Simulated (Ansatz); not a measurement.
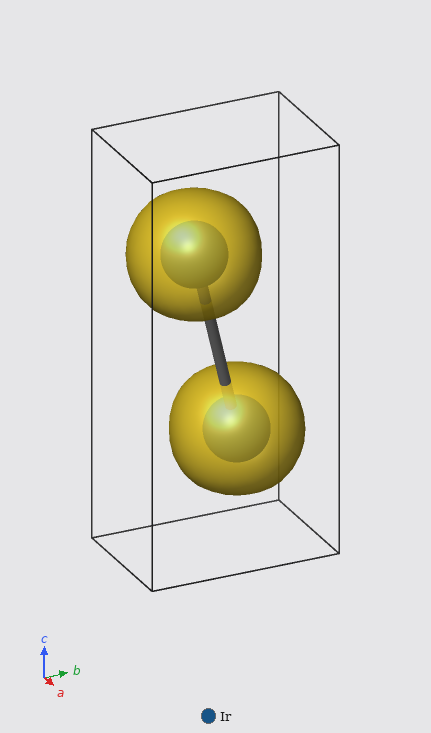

The picture shows: Ir. Density of the Kohn–Sham states from −1.2 to 0.0 eV about the Fermi level (the filled states just under the Fermi level), scaled to one electron a cell: yellow surface at 0.1 1/Å³, in the conventional cell seen slightly off an axis.

Space group P6_3/mmc. Spin-orbit coupling, left out here, splits and shifts the levels of such heavy elements, by tenths of an eV up to several eV. This isn't the usual form at ambient conditions. The cell comes from a database of computed structures, not from a measurement.

Theory: DFT PBE, scalar-relativistic, plane waves, PAW in Ansatz.

Core electrons are frozen (PAW), so the fields are smoothed inside the atomic spheres.

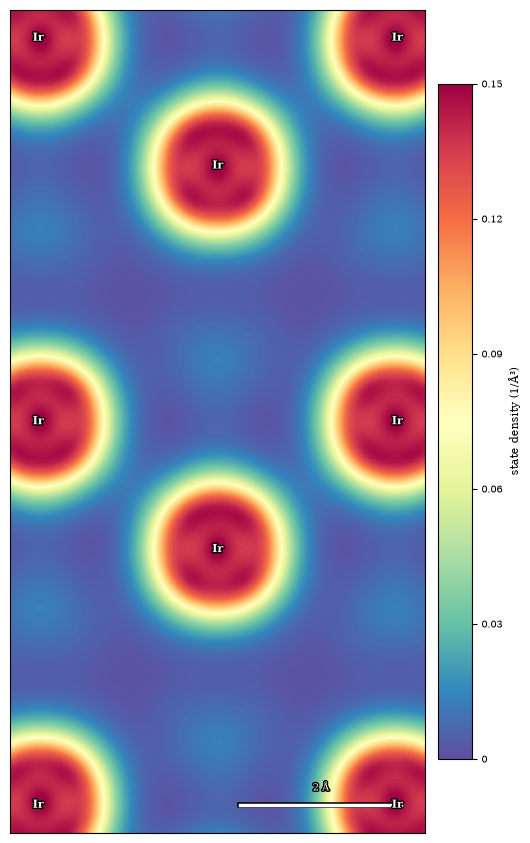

Also shown: a map on the (110) plane of the conventional cell.

> Which atoms and orbitals make up these states?

Löwdin projections on the PAW files' atomic orbitals give Ir 5d (over 95 %).
